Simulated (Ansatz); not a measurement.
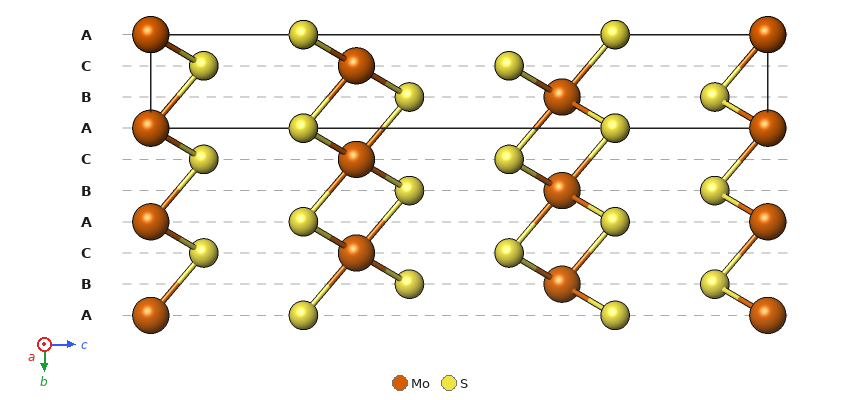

The picture looks along a close-packed row of the hexagonal mesh; c points to the right. The dashed lines mark the three columns A (0, 0), B (1/3, 2/3) and C (2/3, 1/3). The sequence starts with the first layer at or above the cell's origin.

MoS₂ (space group R-3m, No. 166): the input geometry of an electronic-structure calculation (not necessarily at equilibrium); the starting structure was generated, so it need not be a known form of this composition.

Question: Give the sequence of layers in one repeat, with element and column.

Answer: Mo(A) – S(C) – S(A) – Mo(C) – S(B) – S(C) – Mo(B) – S(A) – S(B) (nine layers in 18.23 Å).

Question: How are the S layers alone stacked?

Answer: S layers alone: CABCAB, the cubic close-packed type.

Question: Which positions between or in the S layers do the other atoms fill?

Answer: Mo: three octahedral sites, counted in one hexagonal cell. Three of the six gaps between S layers are empty, 2.94 Å wide.

Question: What short polytype symbol fits?

Answer: Polytype symbol 3R, the symbol of a layered MX2 polytype (number of slabs in the repeat and lattice).
